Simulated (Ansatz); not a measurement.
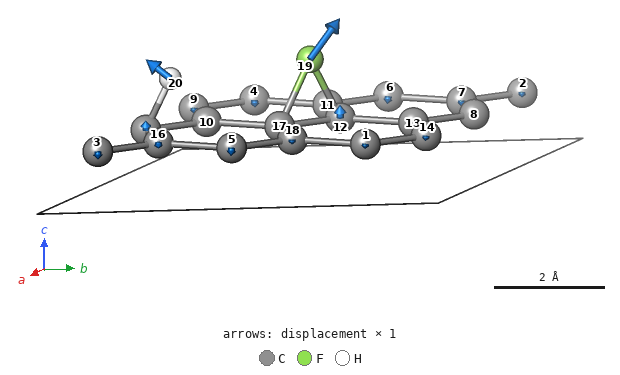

This is a relaxation of a slab of composition HC18F. The starting structure is drawn; blue arrows show the displacements, at their true length.

A ball-and-stick model of the cell of the calculation, outlined in the plane, without the vacuum (origin shifted), seen slightly off an axis.

It is HF on graphene monolayer, set down by a guess. The run prepares an end point of a later path (dissociation) calculation, from a guessed geometry.

All numbers below come from DFT PBE, scalar-relativistic, plane waves, PAW (Ansatz 0.2.0). (plane-wave cutoff 420 eV; k-point mesh 2 × 2 × 1; occupations gaussian; smearing width 0.02 eV; no spin polarisation; atoms relaxed in a fixed cell; force threshold 0.03 eV/Å; at most 60 steps)

**What happened in the run?**

The F atom moves most relative to the layer's centre: 0.98 Å at 45° to the normal (+c side). Largest moves by element: F 0.98 Å, H 0.57 Å, C 0.25 Å. The cell stays as it was. Some distances before and after: C–F 1.361 → 2.371 Å, C–F 1.361 → 1.597 Å, C–C 1.424 → 1.483 Å, C–H 1.089 → 1.129 Å. Bond angles that change, for instance: C–C–F 58.5° → 101.5°, C–C–H 77.4° → 100.5°, C–C–H 77.4° → 99.1°. The energy falls by 6.165 eV per cell of the calculation in 16 accepted moves (19 points after the start). The largest force component goes from 16 to 0.011 eV/Å. The line search rejected the trial steps at points 10, 13, 18 of the run.

Limits of the set-up: the periodic images lie only 7.4 Å apart, so the values are limited by the cell's size.
